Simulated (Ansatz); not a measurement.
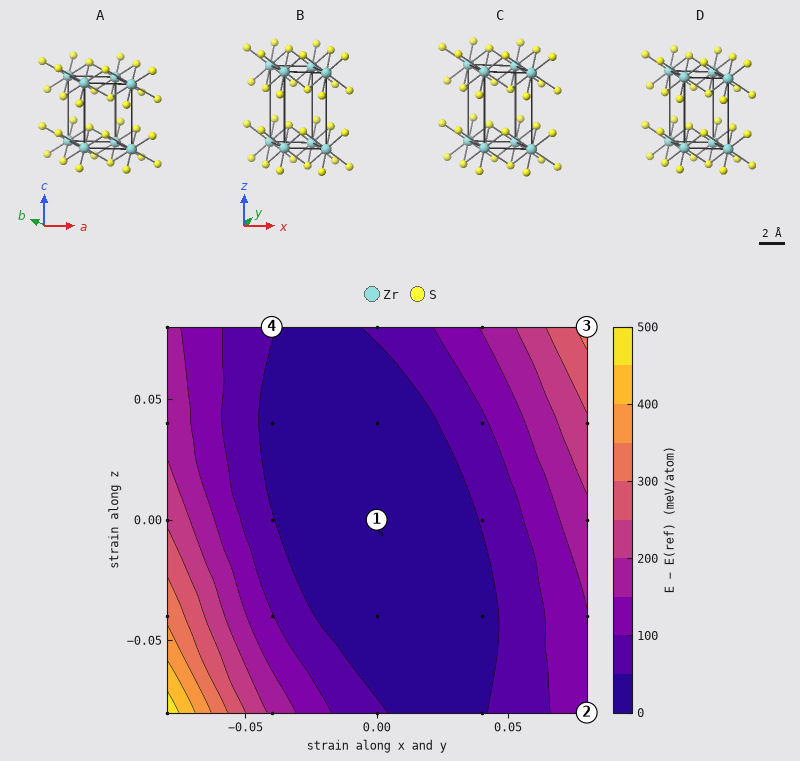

A scan of crystalline ZrS₂ (P-3m1): the cell is strained equally along x and y and separately along z, with the atoms kept at their fractional coordinates. x, y and z are the Cartesian axes of the input. The map is interpolated between the computed points (dots). The frames are shuffled; each belongs to one numbered point. The picture is a ball-and-stick view of the cell of the calculation, seen slightly off an axis.

Method: Ansatz 0.2.0, DFT PBEsol, scalar-relativistic, plane waves, PAW. (plane-wave cutoff 420 eV; k-point mesh 12 × 12 × 6; occupations gaussian; smearing width 0.05 eV; no spin polarisation). Energies (free energies at the smearing named) are counted from the cell as listed in its source, which wasn't relaxed.

> Which frame belongs to which numbered point?

Point 1 is frame D, at (0.000, 0.000) and 0 meV/atom; 2 is frame A, at (0.080, −0.080) and 132 meV/atom; 3 is frame C, at (0.080, 0.080) and 318 meV/atom; 4 is frame B, at (−0.040, 0.080) and 53 meV/atom. In pairs of (strain along x and y; strain along z): the lowest computed point lies at (0.000, 0.000) (0 meV/atom), the highest at (−0.080, −0.080) (486 meV/atom). The valley is tilted: raising the in-plane strain is made harder by raising the strain along z (cross term 0.55 of the geometric mean of the two curvatures). Over the ranges scanned the energy rises more along the first axis, the in-plane strain. The pressure runs from −14.2 GPa at (0.080, 0.080) to 39.4 GPa at (−0.080, −0.080). The band gap on the mesh, 0.72 eV in the reference, closes at 3 of the 25 computed points.

Limits of the set-up: layers or molecules are held without a dispersion correction, so their spacing is unreliable.
